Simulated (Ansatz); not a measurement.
AlCo

```xyz
2
Lattice="2.8229 0.0000 0.0000 0.0000 2.8229 0.0000 0.0000 0.0000 2.8229" Properties=species:S:1:pos:R:3 pbc="T T T"
Al    1.4114    1.4114    1.4114
Co    0.0000    0.0000    0.0000
```

Space group Pm-3m; a structure from a database of computed crystals, not necessarily the ambient phase; computed without spin polarisation.

All numbers below come from DFT PBEsol, scalar-relativistic, plane waves, PAW in Ansatz.

### What will maps of the valence pseudo-density and electron localisation function show?

Al–Co (2.44 Å): ρ at the midpoint is about 0.33 e/Å³; the ELF is about 0.40 at the midpoint.

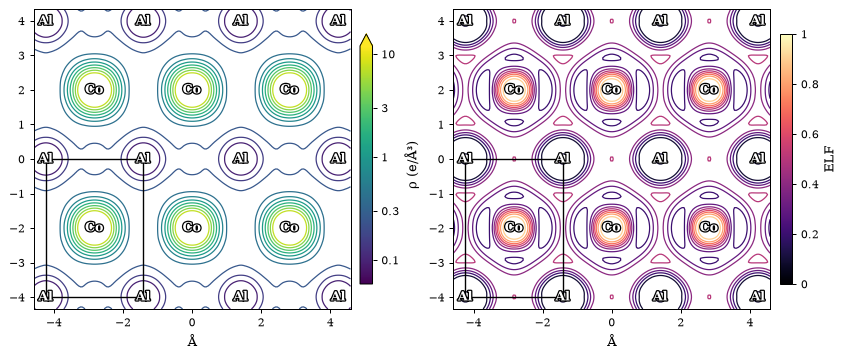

Computed valence pseudo-density and electron localisation function on the (101) plane of the conventional cell, in this order. 

The density is the valence pseudo-density of a PAW calculation; it isn't the true density close to the nuclei.
